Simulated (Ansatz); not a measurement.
# Zn23HO24 (cell charge −1, with a compensating background) (cell with a defect): what the fields show

Input

```
crystal:
  lattice:
    - [3.2794860173, -5.6802364047, 5.2932739962]
    - [3.2794860173, 5.6802364047, 5.2932739962]
    - [-6.5589720346, 0.0, 5.2932739962]
  atoms:
    - { symbol: Zn, position: [0.8314996849, 0.6648396405, 0.9956051701] }
    - { symbol: Zn, position: [0.1654034015, 0.4986081599, 0.8417623551] }
    - { symbol: Zn, position: [0.6670219647, 0.4968365745, 0.3356853952] }
    - { symbol: Zn, position: [0.9966112863, 0.3305795572, 0.1685639668] }
    - { symbol: Zn, position: [0.3381175006, 0.6712793885, 0.4958954814] }
    - { symbol: Zn, position: [0.6611660391, 1.0091502604, 0.8314712033] }
    - { symbol: Zn, position: [0.9992311368, 0.8327694503, 0.6665701859] }
    - { symbol: Zn, position: [0.3360716969, 0.1654553443, 0.9983187579] }
    - { symbol: Zn, position: [0.5007147512, 0.835246971, 0.1645576933] }
    - { symbol: Zn, position: [0.8240956743, 0.1706491528, 0.5024881065] }
    - { symbol: Zn, position: [0.1654955497, 0.9964543936, 0.3342634701] }
    - { symbol: Zn, position: [0.8256660104, 0.4972399296, 0.6679279404] }
    - { symbol: Zn, position: [0.1657305406, 0.835097783, 0.9990340978] }
    - { symbol: Zn, position: [0.5031058447, 0.6680873735, 0.8337485013] }
    - { symbol: Zn, position: [0.9982897545, 0.6651070153, 0.3314479505] }
    - { symbol: Zn, position: [0.3349766273, 0.4988654141, 0.1661131158] }
    - { symbol: Zn, position: [0.666893032, 0.8340487521, 0.5015158465] }
    - { symbol: Zn, position: [0.998556362, 0.1663007183, 0.8340600429] }
    - { symbol: Zn, position: [0.33626254, 1.0048446426, 0.6700603276] }
    - { symbol: Zn, position: [0.6627910263, 0.3362682925, 0.9961700493] }
    - { symbol: Zn, position: [0.8315340317, 0.9998690947, 0.1677041913] }
    - { symbol: Zn, position: [0.1635596812, 0.3247529074, 0.4956276713] }
    - { symbol: Zn, position: [0.5022221397, 0.1700048853, 0.3382751969] }
    - { symbol: O, position: [0.6300589265, 0.293876414, 0.4499878355] }
    - { symbol: O, position: [0.9648834501, 0.6244758008, 0.7904578086] }
    - { symbol: O, position: [0.2941452163, 0.4569131078, 0.6261071621] }
    - { symbol: O, position: [0.7953442602, 0.4610501114, 0.1266339425] }
    - { symbol: O, position: [0.1253780873, 0.2917309652, 0.9619975516] }
    - { symbol: O, position: [0.4601804006, 0.6271087013, 0.2911936431] }
    - { symbol: O, position: [0.7936714632, 0.9597171126, 0.6276071257] }
    - { symbol: O, position: [0.1270256187, 0.7877668021, 0.4604015702] }
    - { symbol: O, position: [0.4544006438, 0.1183677619, 0.8002780099] }
    - { symbol: O, position: [0.6288130529, 0.7978177924, 0.9605163729] }
    - { symbol: O, position: [0.9601533688, 0.1235958233, 0.2958291475] }
    - { symbol: O, position: [0.2908305128, 0.957431727, 0.12883864] }
    - { symbol: O, position: [0.6326911083, 0.4720440565, 0.8031579806] }
    - { symbol: O, position: [0.9589498932, 0.7924020595, 0.1252278398] }
    - { symbol: O, position: [0.2929524139, 0.6277243195, 0.9602202073] }
    - { symbol: O, position: [0.7936462923, 0.6278583598, 0.4597289033] }
    - { symbol: O, position: [0.1272295995, 0.4583362643, 0.2936828977] }
    - { symbol: O, position: [0.4585766043, 0.7931856651, 0.6257497331] }
    - { symbol: O, position: [0.7933351846, 0.1279697234, 0.9619570837] }
    - { symbol: O, position: [0.124169755, 0.9596535892, 0.7920246525] }
    - { symbol: O, position: [0.4577520041, 0.2921765832, 0.1278946166] }
    - { symbol: O, position: [0.6254143108, 0.9585124369, 0.2943099335] }
    - { symbol: O, position: [0.9609389873, 0.2932772631, 0.6267467328] }
    - { symbol: O, position: [0.2923058368, 0.1225131342, 0.4588787587] }
    - { symbol: H, position: [0.3965522656, 0.3946184464, 0.6454983222], spin: 2.0 }
  host:
    lattice:
      - [3.2794860173, 0.0, 0.0]
      - [-1.6397430087, 2.8401182023, 0.0]
      - [0.0, 0.0, 5.2932739962]
    atoms:
      - { symbol: Zn, position: [0.3333333333, 0.6666666667, 0.4999685894] }
      - { symbol: Zn, position: [0.6666666667, 0.3333333333, -3.14106e-05] }
      - { symbol: O, position: [0.6666666667, 0.3333333333, 0.3790414106] }
      - { symbol: O, position: [0.3333333333, 0.6666666667, 0.8790414106] }
total_charge: -1
basis:
  ecutwfc: 420
  xc_grid: 2
kpoints:
  mp_grid: { grid: [2, 2, 2], shift: [0.5, 0.5, 0.5] }
hamiltonian:
  xc: pbe
scf:
  occupations: { method: gaussian, width: 0.01 }
output:
  forces: true
  stress: false
  eigenvalues: true
  populations: true
  charged_corrections:
    defect_position: [0.49998953, 0.33332286, 0.6666562]
    epsilon: [[10.558, 0.0, 0.0], [0.0, 10.558, 0.0], [0.0, 0.0, 11.583]]
  write_density: true
  write_potential: true
  elf: true
  volumetric_format: npy
magnetization:
  spin_polarized: true
relax:
  adjacent_minimum: "off"
  f_tol: 0.025
  max_steps: 60
```

Command:

```sh
ansatz run input.yaml --threads 8 --pin off --max-ram 22528MiB --backend cpu --events-out ev --progress --plain --runs-dir out
```

The fields are those of the relaxed geometry.

The program warned that a starting moment wasn't kept; spin-polarised, but the moments vanished.

Level of theory: DFT PBE, scalar-relativistic, plane waves, PAW in Ansatz.

In a PAW calculation such maps are meaningful between the atoms, not at the nuclei.

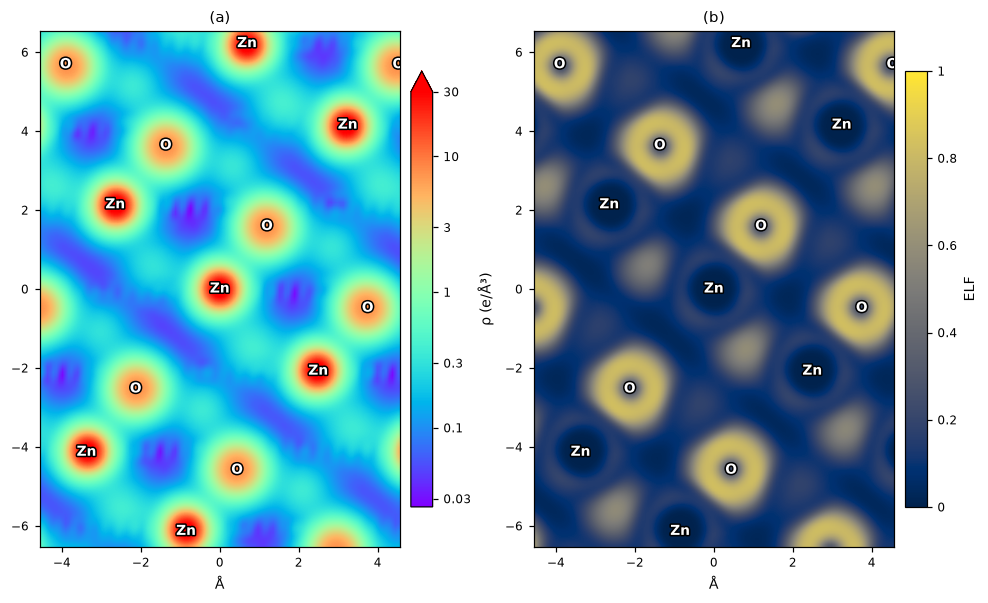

Figure 1. (a) valence charge density (pseudo); (b) ELF on the (11̄0) plane of the calculation cell.

> Read the bonding off the picture.

- The section cuts through Zn and O sites.
- Atoms just off the plane (Zn, 0.9 Å away and O, 0.9 Å away) can leave unmarked features too.
- Zn–O (2.03 Å): the density is about 0.53 e/Å³ at the midpoint; the ELF peaks at about 0.85 in the valence shell of O, 0.6 Å from its nucleus, and is about 0.25 at the midpoint (no shared electron pair shows on this line).
- Between the atoms the lowest density in this plane is 0.03 e/Å³.

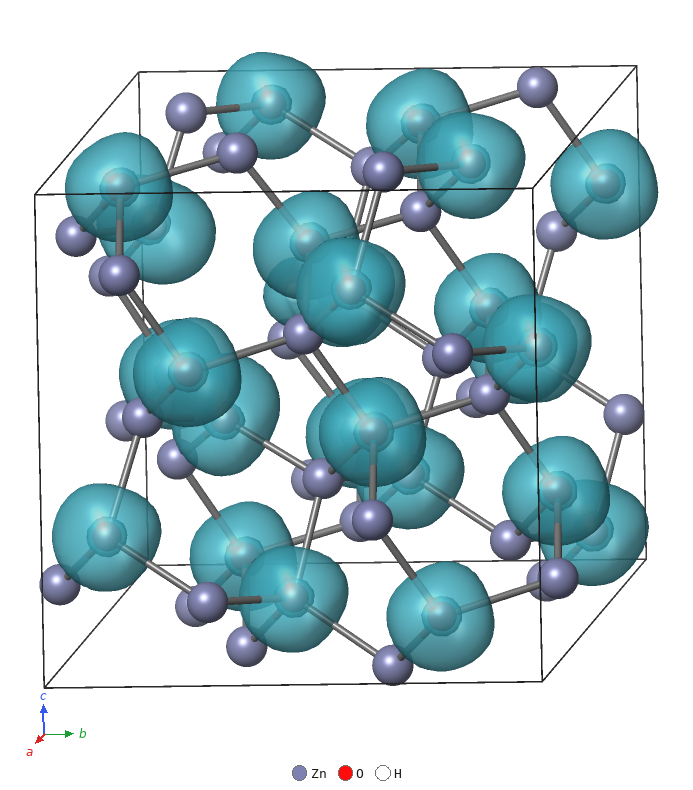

Figure 2. Isosurface of the electron localisation function at 0.65 (cyan), seen slightly off an axis. Only the valence region is drawn (cores and ρ < 0.01 e/Å³ removed). Sticks mark near contacts.

> What do the ELF domains correspond to?

At this value the surface marks out 23 regions wrapped around O (the valence shell of each) and one joined region spread over several atoms (H, O), in which their bonds and any lone pairs are merged, counted in one cell of 48 atoms. Regions shared between cells count once. Profiles from the grid: O–H (0.99 Å): the ELF climbs to about 1 towards the hydrogen, as it does in any bond to H; a covalent bond by its length. Zn–O (1.92 Å): the ELF peaks at about 0.80 in the valence shell of O, 0.6 Å from its nucleus, and is about 0.30 at the midpoint: no localised pair shows between them.

> Does the calculation give a band gap?

It is gapped, with a Kohn–Sham gap of 1.9 eV on the k-point mesh, an upper bound to the gap of this method.
